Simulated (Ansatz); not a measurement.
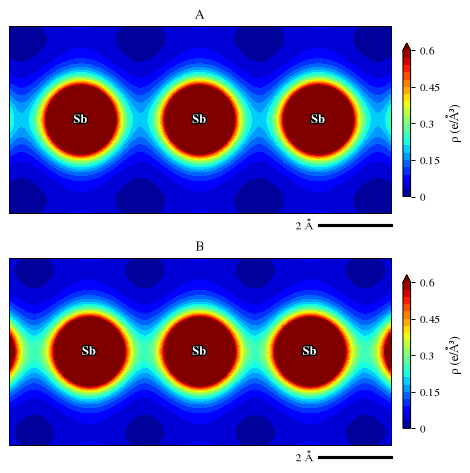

Sb. The valence charge density (pseudo) of two cells that differ in size and shape, on the (101) plane of each (indices in the axes of the calculation cell), at one length scale and on one colour scale; one has 31.5 and the other 33.9 Å³ an atom.

Space group P4/mmm; computed without spin polarisation.

Theory: Ansatz 0.2.0, DFT PBEsol, scalar-relativistic, plane waves, PAW.

The density is the valence pseudo-density of a PAW calculation; it isn't the true density close to the nuclei.

The larger cell:

```
CELL_PARAMETERS angstrom
3.31800 0.00000 0.00000
0.00000 3.31800 0.00000
0.00000 0.00000 3.08100
ATOMIC_POSITIONS crystal
Sb 0.00000 0.00000 0.00000
```

The smaller cell: a = 3.081 Å, b = 3.081 Å, c = 3.318 Å, α = 90.00°, β = 90.00°, γ = 90.00°.

### Which panel shows the smaller cell, and what does the compression change?

Panel B is the smaller cell, by 7 % in volume. From the larger cell to the smaller, Sb–Sb goes from 3.32 to 3.08 Å, and the density at its midpoint from 0.19 to 0.26 e/Å³; the pressure goes from −7 to −4.2 GPa.
